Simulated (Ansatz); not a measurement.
**Single-point calculation, with input and output: CoO**

System: CoO (I4/mmm, 2 atoms in the cell).
Method: DFT PBEsol, scalar-relativistic, plane waves, PAW, spin-polarised (Ansatz 0.2.0).

The structure derives from an entry of the Crystallography Open Database. Figures and captions count atoms from 1; the log counts them from 0 in places.

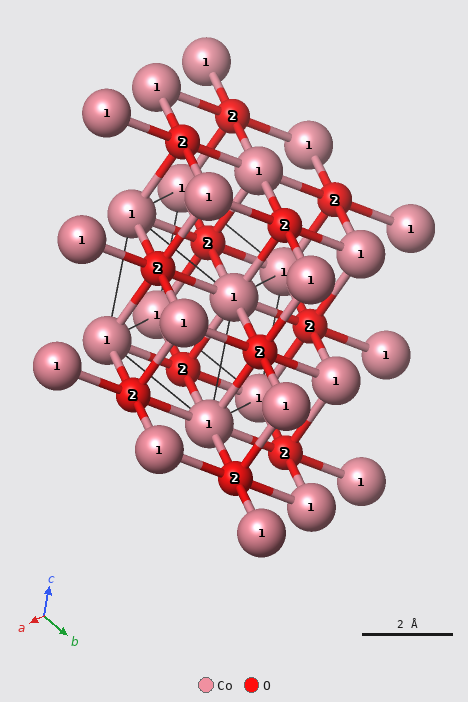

The structure (ball-and-stick view of the cell of the calculation, repeated 2 × 2 × 2, seen slightly off an axis; atoms are numbered from 1 in the order of the input). An atom can appear more than once, as a periodic image.

### Summary

```tsv
quantity	value
outcome	converged
space group (tolerance 0.01 Å)	I4/mmm (139)
electrons treated	23
free energy	−5652.2621 eV
Fermi energy	13.973 eV
gap on the k-point mesh	none (metallic)
net moment of the cell	2.96 μB
integrated absolute moment	2.97 μB
pressure	−9.11 GPa
largest force (length of the vector)	under 0.001 eV/Å
hardware	1 thread of Intel Xeon @ 2.50GHz (Skylake/Cascade Lake), 189 GiB of memory available, shared host
wall time	2.4 min
peak memory	0.64 GiB
```

### Remarks

The cell is under a tension of 9.1 GPa at this level, so it is not at its equilibrium volume.

### The input
```yaml
crystal:
  lattice:
    - [-1.5080001529, 1.5080001529, 2.1072499549]
    - [1.5080001529, -1.5080001529, 2.1072499549]
    - [1.5080001529, 1.5080001529, -2.1072499549]
  atoms:
    - { symbol: Co, position: [0.0, 0.0, 0.0], spin: 2.71 }
    - { symbol: O, position: [0.5, 0.5, 0.0], spin: 0.36 }
basis:
  ecutwfc: 420
kpoints:
  mp_grid: { grid: [20, 20, 20] }
hamiltonian:
  xc: pbesol
scf:
  occupations: { method: gaussian, width: 0.1 }
output:
  forces: true
  stress: true
  eigenvalues: true
  populations: true
  write_density: true
  write_potential: true
  elf: true
  volumetric_format: npy
magnetization:
  spin_polarized: true
```

Launched with:
```bash
ansatz run input.yaml --threads 1 --pin off --max-ram 2560MiB --backend cpu --events-out ev --progress --plain --runs-dir out
```

### Output
```
Engine: ansatz 0.2.0, x86_64-unknown-linux-gnu
Pseudopotentials: kind: paw
Pseudopotential: Co, paw, valence charge 17, recommended cutoff 420 eV (normal), Co.paw.azcp
Pseudopotential: O, paw, valence charge 6, recommended cutoff 420 eV (normal), O.paw.azcp
Functional definition: PBEsol
  exchange = pbesol_x
  correlation = pbesol_c
Crystal: 2 atoms, lattice volume = 19.168 Å³
Basis set: ecut = 420 eV, 339 PW (Γ), exchange–correlation on 48×48×48 points (8 copies of the dense FFT grid, shifted against one another)
Bands: 18, of which v1, the nominal top of the filled ones, is band 12 counted from 1 (11 counted from 0)
Symmetry: 16 space group operations
Space group: I4/mmm (ITA 139), of the structure as read, at distance tolerance 2.7e-5 Å
Magnetic group: BNS 139.531 (UNI 1191), of the structure as read, at distance tolerance 2.7e-5 Å
k-points: 641 of 8000
Non-local potential: Co, projectors of the file, l = 0: 3, l = 1: 2, l = 2: 3, l = 3: 1
Non-local potential: O, projectors of the file, l = 0: 2, l = 1: 2, l = 2: 1
PAW form: soft (Blöchl's): semilocal exchange-correlation on the pseudo side does not see the compensation charge
PAW frozen core: Co, regenerated for the run's functional, and the local potential with it (the file was generated under x = pbe(κ = 0.804, μ = 0.2195149727645171), c = pbe(β = 0.06672455060314922))
PAW frozen core: O, regenerated for the run's functional, and the local potential with it (the file was generated under x = pbe(κ = 0.804, μ = 0.2195149727645171), c = pbe(β = 0.06672455060314922))
PAW one-centre angular grid: Co, 590 points (default); XC on 64 Gauss nodes
PAW one-centre angular grid: O, 110 points (default); XC on 64 Gauss nodes
Initial density: superposition of atomic densities (chi_scale 0.1, normalization cell, long waves kept (reshape's long-wave potential 0.00 eV rms))
Starting moments: Σ|m| = 3.07 μB on 2 of 2 sites
Initial wavefunctions: pseudopotential atomic-orbital guess
Functional: x = pbesol(κ = 0.804, μ = 0.12345679012345678), c = pbesol(β = 0.046)
SCF iter   1: F=—  HF=-5651.349771 eV  |F-HF|=—  |Δ(HF+E_count)|=         —  Δρ=1.76e-1 (↑8.21e-2 ↓1.76e-1)  dr2=8.13e0  dr2_m=9.47e-1  M=1.989 μB ∫|m|=1.989 μB  β_m=0.30  ethr=3.10e-3  ⟨swp⟩=5.4  Hψ=96203  notcnv=0
Mixer restart at iter 1: flushing history
preconditioner: auto → none  [metal: Δε(μ)=0.000 eV  Ē_g=14.707 eV  σ=0.100 eV  W_gap=0.00  n_scr=8 (ndim 8)  ℏωp=32.8 eV  f_vac=0.000  D(μ)=5.20/eV (n_scr^D=112)  sad-step TF]
SCF iter   2: F=—  HF=-5651.210694 eV  |F-HF|=—  |Δ(HF+E_count)|=   1.39e-1  Δρ=6.79e-2 (↑3.70e-2 ↓6.79e-2)  dr2=1.60e0  dr2_m=1.38e-1  M=2.269 μB ∫|m|=2.270 μB  β_m=0.39  ethr=3.10e-3  ⟨swp⟩=3.0  Hψ=56781  notcnv=0  defer=1463
SCF iter   3: F=—  HF=-5651.525359 eV  |F-HF|=—  |Δ(HF+E_count)|=   3.15e-1  Δρ=3.74e-2 (↑2.64e-2 ↓3.74e-2)  dr2=9.46e-2  dr2_m=1.18e-1  M=2.658 μB ∫|m|=2.663 μB  β_m=0.49  ethr=3.10e-3  ⟨swp⟩=2.4  Hψ=41342  notcnv=0  defer=1473
SCF iter   4: F=—  HF=-5651.985816 eV  |F-HF|=—  |Δ(HF+E_count)|=   4.60e-1  Δρ=5.27e-2 (↑2.17e-2 ↓5.27e-2)  dr2=2.19e-1  dr2_m=1.92e-1  M=2.868 μB ∫|m|=2.876 μB  β_m=0.75  ethr=4.11e-4  ⟨swp⟩=2.0  Hψ=47992  notcnv=0  defer=1506
SCF iter   5: F=—  HF=-5652.237631 eV  |F-HF|=—  |Δ(HF+E_count)|=   2.52e-1  Δρ=1.94e-2 (↑1.94e-2 ↓1.53e-2)  dr2=9.11e-2  dr2_m=2.84e-2  M=2.977 μB ∫|m|=2.990 μB  β_m=0.70  ethr=4.11e-4  ⟨swp⟩=2.3  Hψ=45064  notcnv=0  defer=1506
SCF iter   6: F=—  HF=-5652.259747 eV  |F-HF|=—  |Δ(HF+E_count)|=   2.21e-2  Δρ=7.98e-3 (↑2.75e-3 ↓7.98e-3)  dr2=1.09e-2  dr2_m=1.72e-3  M=2.954 μB ∫|m|=2.970 μB  β_m=0.85  ethr=3.96e-4  ⟨swp⟩=2.2  Hψ=48105  notcnv=0  defer=1539
SCF iter   7: F=—  HF=-5652.262046 eV  |F-HF|=—  |Δ(HF+E_count)|=   2.30e-3  Δρ=2.34e-3 (↑9.63e-4 ↓2.34e-3)  dr2=4.57e-4  dr2_m=4.12e-4  M=2.957 μB ∫|m|=2.974 μB  β_m=0.82  ethr=4.74e-5  ⟨swp⟩=2.1  Hψ=30550  notcnv=0  defer=1539
SCF iter   8: F=—  HF=-5652.262110 eV  |F-HF|=—  |Δ(HF+E_count)|=   6.47e-5  Δρ=3.98e-4 (↑2.58e-4 ↓3.98e-4)  dr2=3.86e-6  dr2_m=1.79e-5  M=2.956 μB ∫|m|=2.972 μB  β_m=0.91  ethr=1.99e-6  ⟨swp⟩=2.1  Hψ=36166  notcnv=0  defer=1539
SCF iter   9: F=—  HF=-5652.262115 eV  |F-HF|=—  |Δ(HF+E_count)|=   4.44e-6  Δρ=2.20e-4 (↑1.43e-4 ↓2.20e-4)  dr2=2.21e-6  dr2_m=5.50e-6  M=2.955 μB ∫|m|=2.972 μB  β_m=0.88  ethr=1.68e-8  ⟨swp⟩=2.2  Hψ=37396  notcnv=0  defer=1539
SCF iter  10: F=—  HF=-5652.262115 eV  |F-HF|=—  |Δ(HF+E_count)|=   3.15e-7  Δρ=1.08e-4 (↑2.26e-5 ↓1.08e-4)  dr2=1.13e-6  dr2_m=6.27e-7  M=2.955 μB ∫|m|=2.972 μB  β_m=0.94  ethr=9.61e-9  ⟨swp⟩=1.1  Hψ=23221  notcnv=0  defer=1539
SCF iter  11: F=—  HF=-5652.262115 eV  |F-HF|=—  |Δ(HF+E_count)|=   3.30e-9  Δρ=4.48e-5 (↑1.22e-5 ↓4.48e-5)  dr2=3.11e-7  dr2_m=9.03e-8  M=2.955 μB ∫|m|=2.972 μB  β_m=0.84  ethr=4.93e-9  ⟨swp⟩=2.7  Hψ=37620  notcnv=0  defer=1539
SCF iter  12: F=—  HF=-5652.262115 eV  |F-HF|=—  |Δ(HF+E_count)|=   4.55e-8  Δρ=1.17e-5 (↑7.07e-6 ↓1.17e-5)  dr2=1.13e-8  dr2_m=1.26e-8  M=2.955 μB ∫|m|=2.972 μB  β_m=0.85  ethr=1.35e-9  ⟨swp⟩=1.9  Hψ=26749  notcnv=0  defer=1539
SCF iter  13: F=-5652.262115 eV  HF=-5652.262115 eV  |F-HF|=3.85e-9  |Δ(HF+E_count)|=   1.19e-9  Δρ=6.34e-6 (↑3.12e-6 ↓6.34e-6)  dr2=4.72e-9  dr2_m=3.01e-9  M=2.955 μB ∫|m|=2.972 μB  ethr=4.93e-11  ⟨swp⟩=9.9  Hψ=132111  notcnv=0
SCF 1 converged in 13 iterations: F = -5652.262115 eV  dr2 = 4.72e-9
  greatest PAW one-centre occupation: 1.004 electrons in one spin orbital (limit 2), on the Co atom at site 0 (counted from 0), in its partial waves of l = 1
```

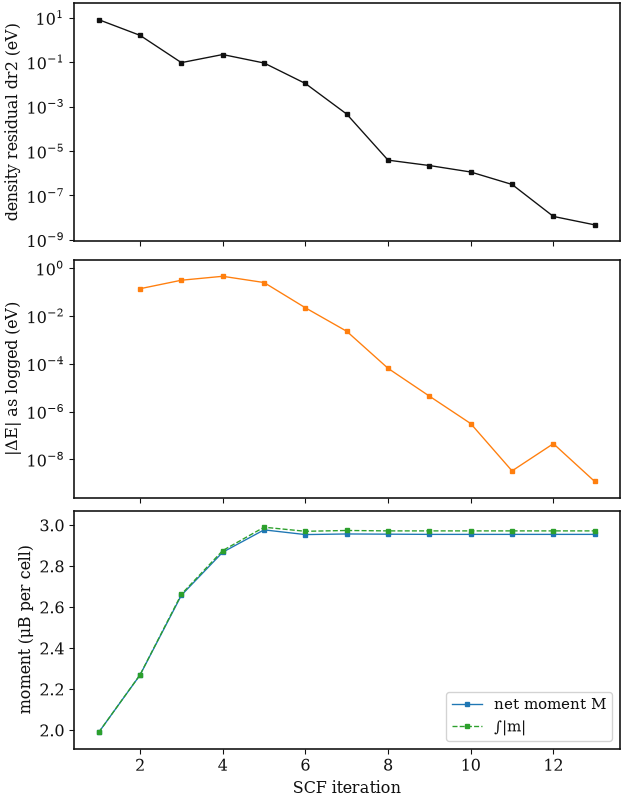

Convergence of the self-consistent field: density residual dr2, size of the energy change and magnetic moment against the SCF iteration. The residual comes down, with one marked jump up, by a factor of about 2.5, at step 4. The net moment goes from 2.0 to 3.0 μB per cell.

```
SCF converged after 13 iterations
Magnetization: 2.9554 μB (12.9777 up, 10.0223 down)
Absolute magnetization: 2.9722 μB (∫|ρ↑−ρ↓|, with the PAW one-centre terms)
Spin contamination: 0.0075 ħ² per cell (⟨S²⟩ above its minimum at these occupations)
Per-site moments (μB) at R_I (Å): [(2.4914188023057546, 0.8692406063962499), (0.34094481229114615, 0.8692406063962499)]
Free energy (F): -5652.262115 eV
Harris-Foulkes:  -5652.262115 eV  (|F-HF|=3.85e-9)
Internal energy: -5652.242837 eV  (E = F + TS)
E sigma→0 (E₀):  -5652.252476 eV
Entropy (-TS):   -0.019278 eV (-9.639 meV/atom)
Fermi energy:    13.972838 eV
--- Per-component energies (eV) ---
  E_band       = -303.914011
  E_kinetic    = 616.815147
  E_local      = -3419.522646  (includes V_loc(G=0)·N_el)
  E_nonlocal   = 515.683921
  E_hartree    = 1400.957066
  E_xc         = -226.205364
  E_vxc        = -292.216385  (∫ρ·V_xc dr)
  E_paw        = -1638.206971  (= ΣΔE_a)
  E_vpaw       = -526.587861  (= ΣTr[D̂ρ^β])
  E_aug_tail   = 0.002443  (compensation charges beyond the density's cutoff)
  E_ewald      = -2901.990140
  E_core_change = 0.223707  (= ΣΔE_core)
  E_smearing   = -0.019278  (= −TS)
  E_closure    = -0.000000  (closes the sum)
  Σ components = -5652.262115   (vs F -5652.262115, Δ=0.00e0)
--- Forces (eV/Å), atoms counted from 1 ---
  atom   1  Co     0.00000000    -0.00000000     0.00000000
  atom   2  O     -0.00000000     0.00000000     0.00000000
  max |Σ_I F_I| component: 2.16e-31 eV/Å
--- Stress (GPa, compression-positive) ---
       -9.223100       0.000000       0.000000
        0.000000      -9.223100       0.000000
       -0.000000       0.000000      -8.871501
  P = ⅓ Tr σ = -9.1059 GPa (-91.059 kbar)
--- Band table (eV; the first three rows and the last of 1282) ---
  k-point 0 ↑: bands = ["-82.6727", "-46.1078", "-46.0526", "-46.0526", "-6.3992", "10.6281", "10.6406", "10.6433", "10.6658", "10.6658", "10.7425", "10.7425", "10.8397", "14.7612", "30.4273", "31.7965", "31.7965", "31.8343"]
  k-point 1 ↑: bands = ["-82.6726", "-46.1081", "-46.0535", "-46.0529", "-6.3637", "9.8516", "10.3606", "10.4209", "10.6511", "10.7201", "11.0165", "11.0910", "11.2874", "15.0192", "29.7213", "31.4875", "31.5029", "32.6853"]
  k-point 2 ↑: bands = ["-82.6723", "-46.1092", "-46.0561", "-46.0539", "-6.2609", "9.0091", "10.0712", "10.1340", "10.6555", "10.6759", "11.3224", "11.3937", "11.6986", "15.7131", "28.7547", "30.8214", "30.9065", "31.8821"]
  k-point 640 ↓: bands = ["-79.6311", "-43.1579", "-43.1092", "-43.1092", "-4.4498", "7.3538", "9.9541", "9.9541", "11.6454", "14.1340", "14.1340", "14.3506", "14.8081", "20.4601", "24.1598", "26.0306", "30.0421", "30.0421"]
--- Löwdin populations: 2 sites ---
  site symbol       q [e]    m [muB]
     0     Co     15.9203     2.5322
     1      O      6.9509     0.4296
  spilling = 0.005597 (of n_electrons = 23.000000)
```

### File populations.tsv
```
# site	symbol	l	j	q_up	q_dn
# orbitals = lowdin
# n_electrons = 23.000000
# spilling = 0.005597
0	Co	0_3S	-	0.996347	0.996460
0	Co	0_4S	-	0.256233	0.236778
0	Co	1_3P	-	2.999237	2.998637
0	Co	2_3D	-	4.974454	2.462189
1	O	0_2S	-	0.940993	0.897189
1	O	1_2P	-	2.749282	2.363477
```

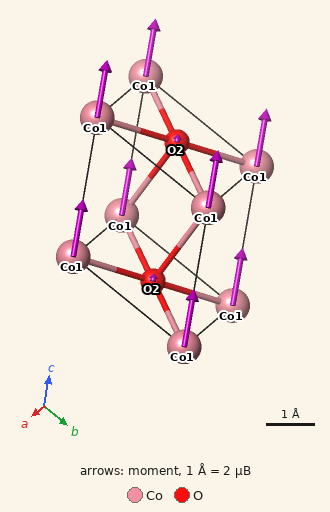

Magnetic moments of the sites as pink arrows (ball-and-stick view of the cell of the calculation, seen slightly off an axis; atoms are numbered from 1 in the order of the input); small moments hardly show. The run is collinear, so the axis drawn is arbitrary. Site moments: Co1 (2.49 μB); O2 (0.34 μB). They are counted near the atoms and needn't add up to the moment of the cell.

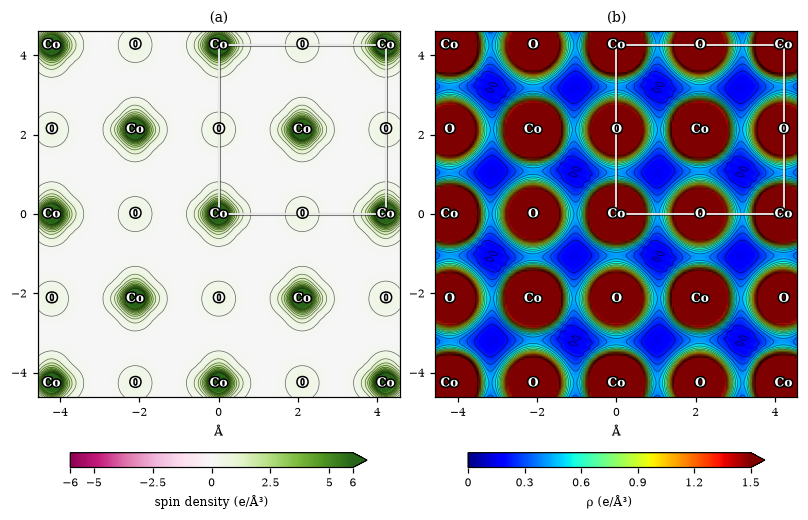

(a) spin density (up minus down); (b) valence charge density (pseudo) on the (11̄0) plane of the conventional cell. Co–O (2.11 Å): ρ at the midpoint is about 0.44 e/Å³. Away from the nuclei the density in this plane falls to 0.13 e/Å³ at its lowest. The cell of the calculation (2 atoms) carries 3.0 μB net. Core electrons are frozen (PAW), so the fields are smoothed inside the atomic spheres.

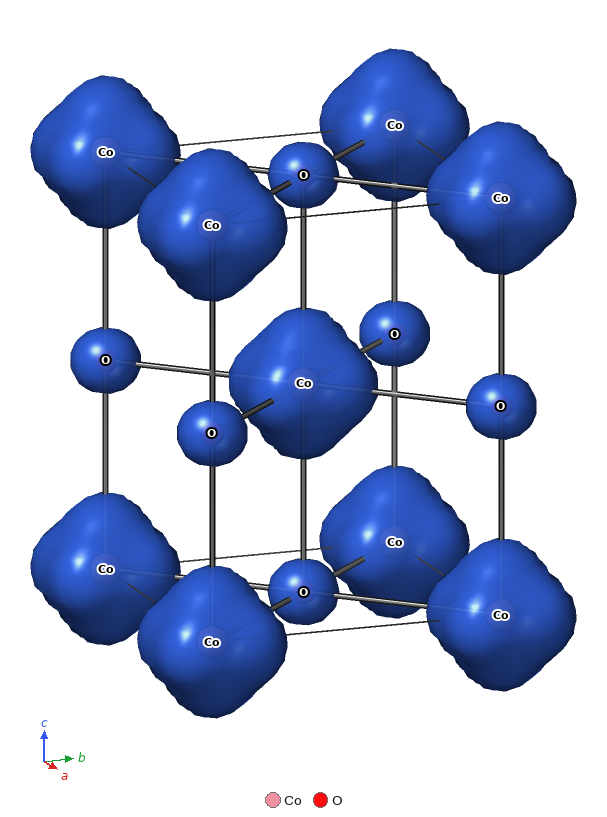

Isosurface of the magnetisation density (up minus down) at +0.4 e/Å³ (blue), seen slightly off an axis. Sticks mark near contacts. The outline is the cell set on symmetry axes. The cell of the calculation (2 atoms) carries 3.0 μB net.
